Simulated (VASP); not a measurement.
Run report: BaTe, geometry relaxation

System: BaTe (Fm-3m, 2 atoms in the cell).
Method: DFT, plane waves, PAW, settings varied from a PBE run (VASP 6.6.1).

The structure was built on a prototype by a generator.

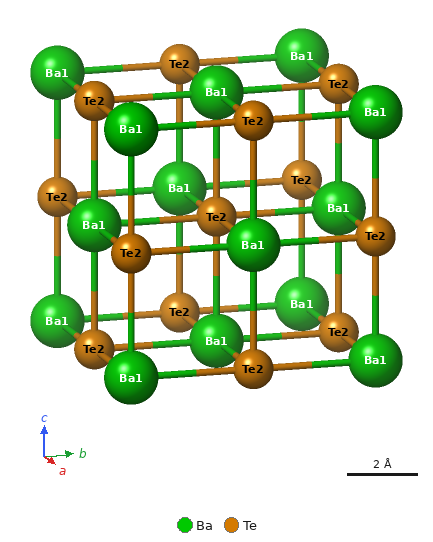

Fig. 1: The input geometry (ball-and-stick view of the cell 4 times as large as that of the calculation, set on its symmetry axes, seen slightly off an axis; atoms are numbered from 1 in the order of the input).

### INCAR
```
SIGMA = 0.020000
EDIFF = 1.00e-07
EDIFFG = -5.00e-03
GGA = PE
PREC = Accurate
ISIF = 3
ISMEAR = -1
NBANDS = 15
NELM = 120
NSW = 40
LASPH = .TRUE.
LCHARG = .FALSE.
LWAVE = .FALSE.
LREAL = .FALSE.
ENCUT = 600
IBRION = 1
```

### KPOINTS
```
KPOINTS created by Atomic Simulation Environment
0
Gamma
6 6 6
0 0 0
```

### POSCAR
```
Ba Te
 1.0000000000000000
     0.0000000000000000    3.6605770000000000    3.6605770000000000
     3.6605770000000000    0.0000000000000000    3.6605770000000000
     3.6605770000000000    3.6605770000000000    0.0000000000000000
 Ba  Te
   1   1
Cartesian
  0.0000000000000000  0.0000000000000000  0.0000000000000000
  3.6605770000000000  3.6605770000000000  3.6605770000000000
```

Machine: 1 CPU thread, shared host.

Launch command:
```bash
mpirun -np 1 vasp_std
```

### OSZICAR
```
N       E                     dE             d eps       ncg     rms          rms(c)
DAV:   1     0.922674600972E+02    0.92267E+02   -0.67138E+03   480   0.988E+02
DAV:   2    -0.201912000555E+01   -0.94287E+02   -0.86623E+02   641   0.160E+02
DAV:   3    -0.847675110302E+01   -0.64576E+01   -0.64119E+01   634   0.450E+01
DAV:   4    -0.869698009919E+01   -0.22023E+00   -0.22019E+00   627   0.831E+00
DAV:   5    -0.870138285260E+01   -0.44028E-02   -0.44027E-02   691   0.100E+00    0.321E+00
DAV:   6    -0.854878802518E+01    0.15259E+00   -0.17903E-01   550   0.199E+00    0.209E+00
DAV:   7    -0.855058117092E+01   -0.17931E-02   -0.12567E-01   607   0.191E+00    0.855E-01
DAV:   8    -0.856098510203E+01   -0.10404E-01   -0.19533E-02   480   0.965E-01    0.195E-01
DAV:   9    -0.856124055590E+01   -0.25545E-03   -0.12529E-03   648   0.209E-01    0.769E-02
DAV:  10    -0.856154440455E+01   -0.30385E-03   -0.49979E-04   494   0.150E-01    0.162E-02
DAV:  11    -0.856157072963E+01   -0.26325E-04   -0.67647E-05   615   0.469E-02    0.230E-02
DAV:  12    -0.856156801421E+01    0.27154E-05   -0.12534E-05   578   0.193E-02    0.582E-03
DAV:  13    -0.856156850282E+01   -0.48861E-06   -0.10864E-06   606   0.456E-03    0.234E-03
DAV:  14    -0.856156856859E+01   -0.65766E-07   -0.38496E-08   395   0.104E-03
   1 F= -.85615686E+01 E0= -.85615686E+01  d E =-.856157E+01
       N       E                     dE             d eps       ncg     rms          rms(c)
DAV:   1    -0.936194139279E+01   -0.80037E+00   -0.18861E+01   634   0.264E+01    0.413E+00
DAV:   2    -0.880350446595E+01    0.55844E+00   -0.84757E-01   529   0.638E+00    0.195E+00
DAV:   3    -0.862249977073E+01    0.18100E+00   -0.64644E-01   727   0.442E+00    0.810E-01
DAV:   4    -0.862605115312E+01   -0.35514E-02   -0.79538E-03   529   0.640E-01    0.549E-01
DAV:   5    -0.862942435118E+01   -0.33732E-02   -0.59931E-03   716   0.460E-01    0.130E-01
DAV:   6    -0.862951981161E+01   -0.95460E-04   -0.17252E-04   530   0.991E-02    0.737E-02
DAV:   7    -0.862960243276E+01   -0.82621E-04   -0.14802E-04   578   0.112E-01    0.228E-02
DAV:   8    -0.862961817008E+01   -0.15737E-04   -0.20912E-05   620   0.393E-02    0.663E-03
DAV:   9    -0.862961854079E+01   -0.37071E-06   -0.61875E-06   501   0.182E-02    0.371E-03
DAV:  10    -0.862961879867E+01   -0.25788E-06   -0.46566E-07   613   0.553E-03    0.194E-03
DAV:  11    -0.862961934581E+01   -0.54713E-06   -0.21922E-07   578   0.386E-03    0.732E-04
DAV:  12    -0.862961925813E+01    0.87679E-07   -0.52829E-09   247   0.570E-04
   2 F= -.86296193E+01 E0= -.86296193E+01  d E =-.680507E-01
       N       E                     dE             d eps       ncg     rms          rms(c)
DAV:   1    -0.863067792306E+01   -0.10586E-02   -0.24950E-02   606   0.967E-01    0.146E-01
DAV:   2    -0.862995780410E+01    0.72012E-03   -0.12865E-03   536   0.245E-01    0.703E-02
DAV:   3    -0.862970363644E+01    0.25417E-03   -0.86598E-04   713   0.165E-01    0.246E-02
DAV:   4    -0.862970601840E+01   -0.23820E-05   -0.11998E-05   529   0.247E-02    0.172E-02
DAV:   5    -0.862970674138E+01   -0.72298E-06   -0.70645E-06   746   0.153E-02    0.478E-03
DAV:   6    -0.862970645438E+01    0.28700E-06   -0.19115E-07   530   0.339E-03    0.258E-03
DAV:   7    -0.862970617191E+01    0.28247E-06   -0.15893E-07   522   0.367E-03    0.871E-04
DAV:   8    -0.862970603452E+01    0.13739E-06   -0.23089E-08   247   0.142E-03    0.256E-04
DAV:   9    -0.862970610637E+01   -0.71856E-07   -0.95573E-09   240   0.752E-04
   3 F= -.86297061E+01 E0= -.86297061E+01  d E =-.868482E-04
```

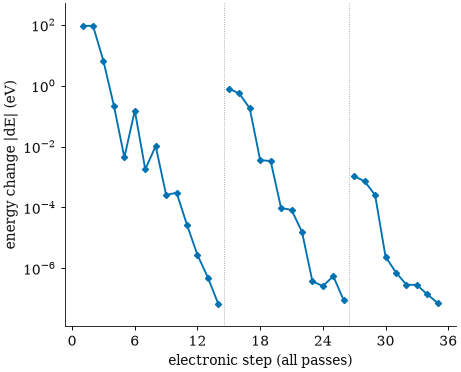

Fig. 2: Convergence of the self-consistent field: energy change |dE| against the electronic step. Each stretch between dotted lines is the SCF of one geometry step of a relaxation. The 3 ionic steps take 9 to 14 electronic steps each. The density is held fixed in the first few steps, and dE rises again when its update begins.

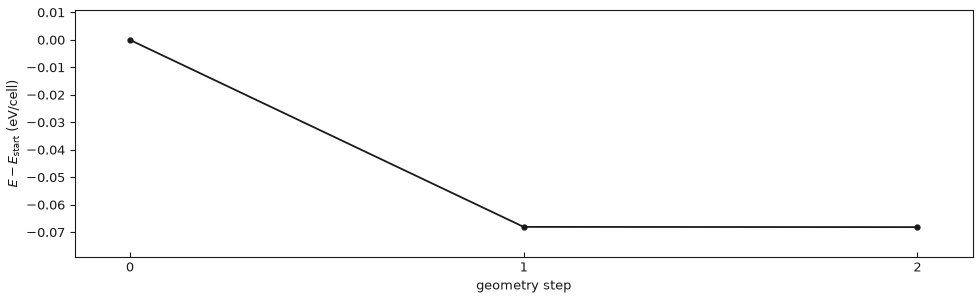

Fig. 3: Progress of the relaxation, step by step (steps are counted from 0).

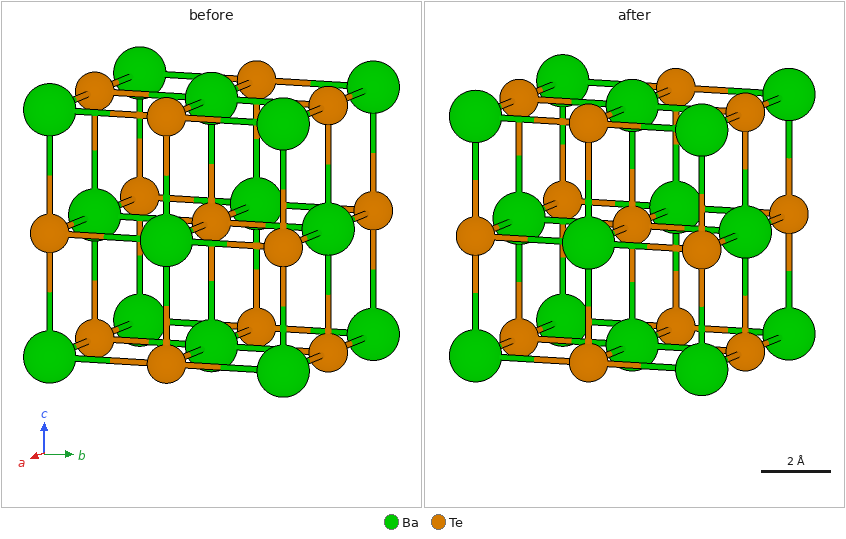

Fig. 4: Before (left) and after (right) the relaxation, at one scale (ball-and-stick view of the cell 4 times as large as that of the calculation, set on its symmetry axes, seen slightly off an axis). The atoms keep their places relative to the cell (all moves are under 0.005 Å). The volume changes by −9.2 %, with a = b = c 7.321 → 7.090 Å (−3.2 %). Among the contacts that change: Ba1–Te2 3.661 → 3.545 Å. The space group stays Fm-3m (No. 225). Over 2 geometry steps the energy falls by 68.1 meV per cell of the calculation. All forces vanish by symmetry, so only the cell relaxes. (Atoms are counted from 1 in the order of the input.)

### Parts of OUTCAR
```
k-points           NKPTS =     16   k-points in BZ     NKDIM =     16   number of bands    NBANDS=     15

   NELECT =      16.0000    total number of electrons

   dimension x,y,z NGX =    42 NGY =   42 NGZ =   42
   dimension x,y,z NGXF=    84 NGYF=   84 NGZF=   84

  energy-cutoff  :      600.00
  volume of cell :       89.11
      direct lattice vectors                 reciprocal lattice vectors
    -0.000000000  3.545106918  3.545106918    -0.141039470  0.141039470  0.141039470
     3.545106918 -0.000000000  3.545106918     0.141039470 -0.141039470  0.141039470
     3.545106918  3.545106918  0.000000000     0.141039470  0.141039470 -0.141039470

 k-points in reciprocal lattice and weights: KPOINTS created by Atomic Simulation Env
   0.00000000  0.00000000  0.00000000       0.005
   0.16666667  0.00000000  0.00000000       0.037
   0.33333333  0.00000000  0.00000000       0.037
   0.50000000  0.00000000  0.00000000       0.019
   0.16666667  0.16666667  0.00000000       0.028
   0.33333333  0.16666667  0.00000000       0.111
   0.50000000  0.16666667  0.00000000       0.111
  -0.33333333  0.16666667  0.00000000       0.111
  -0.16666667  0.16666667  0.00000000       0.056
   0.33333333  0.33333333  0.00000000       0.028
   0.50000000  0.33333333  0.00000000       0.111
  -0.33333333  0.33333333  0.00000000       0.056
   0.50000000  0.50000000  0.00000000       0.014
   0.50000000  0.33333333  0.16666667       0.111
  -0.33333333  0.33333333  0.16666667       0.111
  -0.33333333  0.50000000  0.16666667       0.056

 E-fermi :   2.5115

 k-point     1 :       0.0000    0.0000    0.0000
  band No.  band energies     occupation
      1     -25.0816      2.00000
      2     -10.2250      2.00000
      3     -10.2250      2.00000
      4     -10.2250      2.00000
      5      -7.4175      2.00000
      6       2.0404      2.00000
      7       2.0404      2.00000
      8       2.0404      2.00000
      9       4.8047      0.00000
     10       4.9868      0.00000
     11       4.9868      0.00000
     12       4.9868      0.00000
     13       5.5638      0.00000
     14       5.5638      0.00000
     15       9.0214      0.00000

 k-point     2 :       0.1667    0.0000    0.0000
  band No.  band energies     occupation
      1     -25.0790      2.00000
      2     -10.3223      2.00000
      3     -10.2277      2.00000
      4     -10.2277      2.00000
      5      -7.2539      2.00000
      6       1.2727      2.00000
      7       1.6909      2.00000
      8       1.6909      2.00000
      9       5.0070      0.00000
     10       5.3081      0.00000
     11       5.3081      0.00000
     12       5.8762      0.00000
     13       6.2771      0.00000
     14       6.2771      0.00000
     15       9.7990      0.00000

 k-point     3 :       0.3333    0.0000    0.0000
  band No.  band energies     occupation
      1     -25.0737      2.00000
      2     -10.4942      2.00000
      3     -10.2331      2.00000
      4     -10.2331      2.00000
      5      -6.9394      2.00000
      6       0.2927      2.00000
      7       1.1866      2.00000
      8       1.1866      2.00000
      9       5.4231      0.00000
     10       6.1290      0.00000
     11       6.1290      0.00000
     12       7.2154      0.00000
     13       7.8322      0.00000
     14       7.8322      0.00000
     15       9.9117      0.00000

 k-point     4 :       0.5000    0.0000    0.0000
  band No.  band energies     occupation
      1     -25.0710      2.00000
      2     -10.5715      2.00000
      3     -10.2357      2.00000
      4     -10.2357      2.00000
      5      -6.7848      2.00000
      6      -0.0931      2.00000
      7       0.9864      2.00000
      8       0.9864      2.00000
      9       6.1783      0.00000
     10       6.7016      0.00000
     11       6.8441      0.00000
     12       6.8441      0.00000
     13       8.8999      0.00000
     14       8.8999      0.00000
     15       9.2532      0.00000

 k-point     5 :       0.1667    0.1667    0.0000
  band No.  band energies     occupation
      1     -25.0781      2.00000
      2     -10.3137      2.00000
      3     -10.2427      2.00000
      4     -10.2427      2.00000
      5      -7.2387      2.00000
      6       0.9726      2.00000
      7       1.8515      2.00000
      8       1.8515      2.00000
      9       4.5244      0.00000
     10       5.3371      0.00000
     11       5.7403      0.00000
     12       5.7792      0.00000
     13       5.7792      0.00000
     14       7.4651      0.00000
     15      10.0412      0.00000

 k-point     6 :       0.3333    0.1667    0.0000
  band No.  band energies     occupation
      1     -25.0737      2.00000
      2     -10.4265      2.00000
      3     -10.2543      2.00000
      4     -10.2507      2.00000
      5      -7.0563      2.00000
      6       0.4924      2.00000
      7       1.3734      2.00000
      8       1.5141      2.00000
      9       4.6060      0.00000
     10       6.1157      0.00000
     11       6.3387      0.00000
     12       6.6844      0.00000
     13       6.7750      0.00000
     14       8.7233      0.00000
     15       9.8961      0.00000

 k-point     7 :       0.5000    0.1667    0.0000
  band No.  band energies     occupation
      1     -25.0701      2.00000
      2     -10.5165      2.00000
      3     -10.2687      2.00000
      4     -10.2510      2.00000
      5      -6.8921      2.00000
      6       0.1984      2.00000
      7       1.0163      2.00000
      8       1.1351      2.00000
      9       5.3625      0.00000
     10       6.7369      0.00000
     11       6.9978      0.00000
     12       7.1993      0.00000
     13       7.9546      0.00000
     14       8.7496      0.00000
     15       9.1325      0.00000

 k-point     8 :      -0.3333    0.1667    0.0000
  band No.  band energies     occupation
      1     -25.0710      2.00000
      2     -10.5017      2.00000
      3     -10.2809      2.00000
      4     -10.2361      2.00000
      5      -6.9012      2.00000
      6       0.1973      2.00000
      7       1.0349      2.00000
      8       1.1977      2.00000
      9       5.7013      0.00000
     10       6.2338      0.00000
     11       6.6123      0.00000
     12       6.9575      0.00000
     13       7.6372      0.00000
     14       9.2340      0.00000
     15      10.0068      0.00000

 k-point     9 :      -0.1667    0.1667    0.0000
  band No.  band energies     occupation
      1     -25.0754      2.00000
      2     -10.4061      2.00000
      3     -10.2626      2.00000
      4     -10.2244      2.00000
      5      -7.0804      2.00000
      6       0.6360      2.00000
      7       1.2704      2.00000
      8       1.6064      2.00000
      9       5.2778      0.00000
     10       5.4962      0.00000
     11       5.7266      0.00000
     12       6.2361      0.00000
     13       7.3695      0.00000
     14       7.7216      0.00000
     15      10.1836      0.00000

 k-point    10 :       0.3333    0.3333    0.0000
  band No.  band energies     occupation
      1     -25.0711      2.00000
      2     -10.3986      2.00000
      3     -10.2782      2.00000
      4     -10.2782      2.00000
      5      -7.1421      2.00000
      6       0.5848      2.00000
      7       1.6815      2.00000
      8       1.6815      2.00000
      9       3.8867      0.00000
     10       6.0829      0.00000
     11       6.1539      0.00000
     12       7.2252      0.00000
     13       7.2252      0.00000
     14       8.7841      0.00000
     15       9.9516      0.00000

 k-point    11 :       0.5000    0.3333    0.0000
  band No.  band energies     occupation
      1     -25.0684      2.00000
      2     -10.4138      2.00000
      3     -10.3172      2.00000
      4     -10.2812      2.00000
      5      -7.1099      2.00000
      6       0.7678      2.00000
      7       1.2490      2.00000
      8       1.4677      2.00000
      9       4.1980      0.00000
     10       6.8574      0.00000
     11       6.9987      0.00000
     12       7.2704      0.00000
     13       7.3975      0.00000
     14       7.7101      0.00000
     15       9.5723      0.00000

 k-point    12 :      -0.3333    0.3333    0.0000
  band No.  band energies     occupation
      1     -25.0684      2.00000
      2     -10.4354      2.00000
      3     -10.3512      2.00000
      4     -10.2602      2.00000
      5      -6.9863      2.00000
      6       0.5250      2.00000
      7       1.0704      2.00000
      8       1.1580      2.00000
      9       5.2470      0.00000
     10       6.5608      0.00000
     11       6.7894      0.00000
     12       6.8406      0.00000
     13       8.2072      0.00000
     14       8.4113      0.00000
     15       9.8694      0.00000

 k-point    13 :       0.5000    0.5000    0.0000
  band No.  band energies     occupation
      1     -25.0675      2.00000
      2     -10.4019      2.00000
      3     -10.2961      2.00000
      4     -10.2961      2.00000
      5      -7.2216      2.00000
      6       0.9211      2.00000
      7       1.6585      2.00000
      8       1.6585      2.00000
      9       3.6397      0.00000
     10       6.4051      0.00000
     11       6.5218      0.00000
     12       7.4588      0.00000
     13       7.6465      0.00000
     14       7.6465      0.00000
     15       9.6903      0.00000

 k-point    14 :       0.5000    0.3333    0.1667
  band No.  band energies     occupation
      1     -25.0702      2.00000
      2     -10.4448      2.00000
      3     -10.3025      2.00000
      4     -10.2610      2.00000
      5      -7.0092      2.00000
      6       0.4617      2.00000
      7       1.1503      2.00000
      8       1.3652      2.00000
      9       4.8294      0.00000
     10       6.3011      0.00000
     11       6.8617      0.00000
     12       7.0306      0.00000
     13       7.5217      0.00000
     14       8.8119      0.00000
     15       9.3634      0.00000

 k-point    15 :      -0.3333    0.3333    0.1667
  band No.  band energies     occupation
      1     -25.0684      2.00000
      2     -10.4461      2.00000
      3     -10.3213      2.00000
      4     -10.2795      2.00000
      5      -6.9862      2.00000
      6       0.5301      2.00000
      7       1.0869      2.00000
      8       1.1318      2.00000
      9       5.6055      0.00000
     10       5.7178      0.00000
     11       7.2424      0.00000
     12       7.2502      0.00000
     13       7.4284      0.00000
     14       9.1158      0.00000
     15       9.8590      0.00000

 k-point    16 :      -0.3333    0.5000    0.1667
  band No.  band energies     occupation
      1     -25.0675      2.00000
      2     -10.3755      2.00000
      3     -10.3354      2.00000
      4     -10.3226      2.00000
      5      -7.0959      2.00000
      6       0.9975      2.00000
      7       1.0085      2.00000
      8       1.3088      2.00000
      9       4.6229      0.00000
     10       6.5209      0.00000
     11       6.6309      0.00000
     12       7.1754      0.00000
     13       7.6545      0.00000
     14       8.3275      0.00000
     15       9.9527      0.00000

  Total       -0.0056460     -0.0056460     -0.0056460      0.0000000      0.0000000      0.0000000
  in kB       -0.1015155     -0.1015155     -0.1015155      0.0000000      0.0000000      0.0000000
  external PRESSURE =      -0.1015155 kB  Pullay stress =       0.0000000 kB

 POSITION                                       TOTAL-FORCE (eV/Angst)
 -----------------------------------------------------------------------------------
      0.00000     -0.00000      0.00000        -0.000000     -0.000000     -0.000000
      3.54511      3.54511      3.54511         0.000000      0.000000      0.000000
 -----------------------------------------------------------------------------------
    total drift:                               -0.000000     -0.000000     -0.000000

  FREE ENERGIE OF THE ION-ELECTRON SYSTEM (eV)
  ---------------------------------------------------
  free  energy   TOTEN  =        -8.6297061064 eV

  energy  without entropy=       -8.6297061064  energy(sigma->0) =       -8.62970611
```

### CONTCAR
```
Ba Te
   1.00000000000000
    -0.0000000000000000    3.5451069180269901    3.5451069180269901
     3.5451069180269901   -0.0000000000000000    3.5451069180269901
     3.5451069180269901    3.5451069180269901    0.0000000000000000
  Ba              Te
     1     1
Direct
     0.0000000000000000    0.0000000000000000   -0.0000000000000000
     0.5000000000000000    0.5000000000000000    0.5000000000000000

  0.00000000E+00  0.00000000E+00  0.00000000E+00
  0.00000000E+00  0.00000000E+00  0.00000000E+00
```

### Trajectory as extended XYZ (Å, eV, eV/Å), 3 frames, from step=None to step=None
```
2
Lattice="0.0000 3.6606 3.6606 3.6606 0.0000 3.6606 3.6606 3.6606 0.0000" Properties=species:S:1:pos:R:3:forces:R:3 step=None energy=-8.56157
Ba    0.0000    0.0000    0.0000    0.0000   0.0000   0.0000
Te    3.6606    3.6606    3.6606    0.0000   0.0000   0.0000
2
Lattice="-0.0000 3.5407 3.5407 3.5407 -0.0000 3.5407 3.5407 3.5407 0.0000" Properties=species:S:1:pos:R:3:forces:R:3 step=None energy=-8.62962
Ba    0.0000    0.0000    0.0000    0.0000   0.0000   0.0000
Te    3.5407    3.5407    3.5407    0.0000   0.0000   0.0000
2
Lattice="-0.0000 3.5451 3.5451 3.5451 -0.0000 3.5451 3.5451 3.5451 0.0000" Properties=species:S:1:pos:R:3:forces:R:3 step=None energy=-8.62971
Ba    0.0000    0.0000    0.0000    0.0000   0.0000   0.0000
Te    3.5451    3.5451    3.5451    0.0000   0.0000   0.0000
```

### Summary

| quantity | value |
| --- | --- |
| outcome | converged |
| space group (tolerance 0.01 Å) | Fm-3m (225) |
| electrons treated | 16 |
| free energy | −8.6297 eV |
| Fermi energy | 2.511 eV |
| pressure | −0.01 GPa |
| final volume | 89.11 Å³ |
| largest force (length of the vector) at the end | under 0.001 eV/Å |
| final cell | a = 5.014 Å, b = 5.014 Å, c = 5.014 Å, α = 60.00°, β = 60.00°, γ = 60.00° |
| wall time | 40 s |
| peak memory | 0.28 GiB |

### Remarks

Settings chosen away from the usual ones: ENCUT = 600; IBRION = 1. The volume changed by more than 5 % on the plane waves of the start, so the result carries a basis error; a second relaxation from the end is advised.
